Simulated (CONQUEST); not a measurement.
**Energy of GaAs along an even scaling of the cell**

System: GaAs (F-43m, 4 atoms in the cell).
Method: Kohn-Sham DFT of a periodic cell, LDA, PseudoDojo NC LDA, no spin polarisation (CONQUEST 1.3).

The 7 runs differ only in the geometry, by an even scaling of the cell at fixed fractional positions. The structure derives from an entry of the Crystallography Open Database.

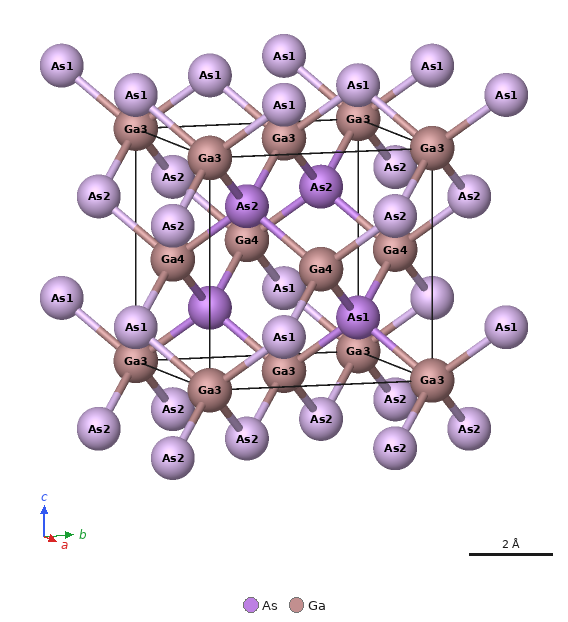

Figure 1. The structure of run 4 (ball-and-stick view of the cell 2 times as large as that of the calculation, set on its symmetry axes, seen slightly off an axis; neighbours outside the cell are drawn fainter; atoms are numbered from 1 in the order of the input).

## Input of run 4
```
IO.Title GaAs
IO.Coordinates coords.dat
IO.FractionalAtomicCoords T
IO.Iprint 2
IO.Iprint_init 1
General.NumberOfSpecies 2
General.PseudopotentialType hamann
AtomMove.TypeOfRun static
AtomMove.FullStress T
Grid.PointsAlongX 40
Grid.PointsAlongY 40
Grid.PointsAlongZ 60
DM.SolutionMethod diagon
Diag.MPMesh T
Diag.GammaCentred T
Diag.MPMeshX 7
Diag.MPMeshY 7
Diag.MPMeshZ 5
Diag.kT 0.00183747
minE.SCTolerance 1e-6
SC.MaxIters 100
IO.AtomChargeOutput T
%block ChemicalSpeciesLabel
1 74.920 As
2 69.720 Ga
%endblock
```

Command:
```bash
Conquest
```

Lattice vectors (Å) and fractional positions of run 4:
```
   3.997770    0.000000    0.000000
   0.000000    3.997770    0.000000
   0.000000    0.000000    5.653700
As  0.000000  0.500000  0.250000
As  0.500000  0.000000  0.750000
Ga  0.000000  0.000000  0.000000
Ga  0.500000  0.500000  0.500000
```

Run 5 has the same physical settings and fractional positions; its lattice vectors (Å) are:
```
   4.024246    0.000000    0.000000
   0.000000    4.024246    0.000000
   0.000000    0.000000    5.691143
```

## Results, with one run withheld

```csv
run,volume per atom (Å³),"free energy per atom, from the lowest run given (meV)",pressure (GPa),gap on the mesh (eV)
1,21.234,9.40,3.65,0.84
2,21.686,2.30,1.56,0.66
3,22.138,0.00,0.06,0.48
4,22.590,1.49,−1.17,0.32
5,23.041,?,?,?
6,23.493,15.77,−3.83,0.00
7,23.945,27.85,−4.81,0.00
```

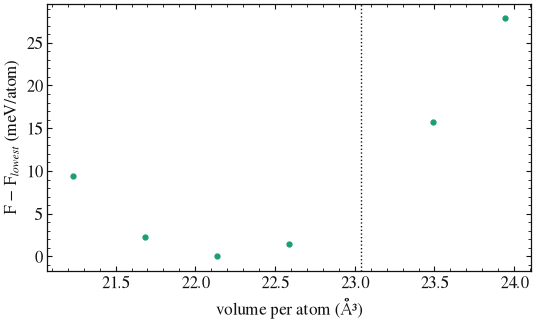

Figure 2. Free energy per atom of the runs given; the dotted line marks run 5.

What should run 5 give?

A cubic polynomial in V^(−2/3) (the Birch–Murnaghan form), fitted to the 6 runs given, misses them by at most 0.10 meV per atom. With x = V^(−2/3) − 0.12554 Å⁻², it reads F = 0.7763 − 1578 x + 6.9682e+05 x² − 2.1251e+06 x³ (meV per atom). At run 5 it gives 6.91 meV per atom, and the run itself gives 6.71. The slope of the fit gives a pressure −dF/dV of −2.55 GPa there, and the run prints −2.57 GPa. The fit has its minimum at 22.179 Å³ per atom, where V d²F/dV² gives 71.1 GPa: the bulk modulus at this level, since symmetry fixes the shape and the positions. The gap on the mesh lies between 0.00 eV (run 6) and 0.84 eV (run 1); run 5 has 0.17 eV. These are gaps of this functional on this mesh, which can miss the band edges; they aren't the measured gap.

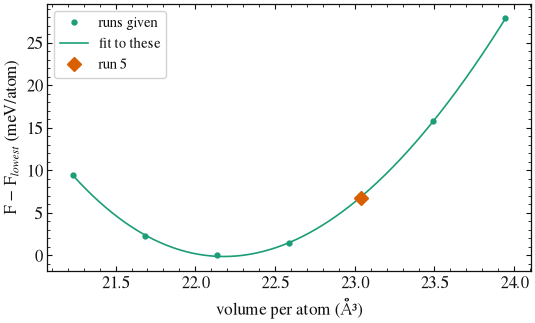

Figure 3. The fit and the withheld run.

## Some lines of the output (run 5)
```
[...]
          DFT Total Energy                 :      -364.667645409820466 Ha
          Free Energy (E-TS)               :      -364.682287339804645 Ha
          DFT Total Energy                 :      -364.680383201469226 Ha
          Free Energy (E-TS)               :      -364.680912731108265 Ha
          DFT Total Energy                 :      -364.680733771138023 Ha
          Free Energy (E-TS)               :      -364.680790354471810 Ha
          DFT Total Energy                 :      -364.680761140336358 Ha
          Free Energy (E-TS)               :      -364.680788125708204 Ha
          DFT Total Energy                 :      -364.680761754099365 Ha
          Free Energy (E-TS)               :      -364.680788370249047 Ha
          DFT Total Energy                 :      -364.680762108314582 Ha
      | Free Energy as E-TS      =      -364.680788370249047 Ha
      |* DFT total energy        =      -364.680762108314582 Ha
    force: Average pressure:     -2.57228384 GPa
```

Notes: With a small basis of atomic orbitals these values can differ much from converged plane-wave results.
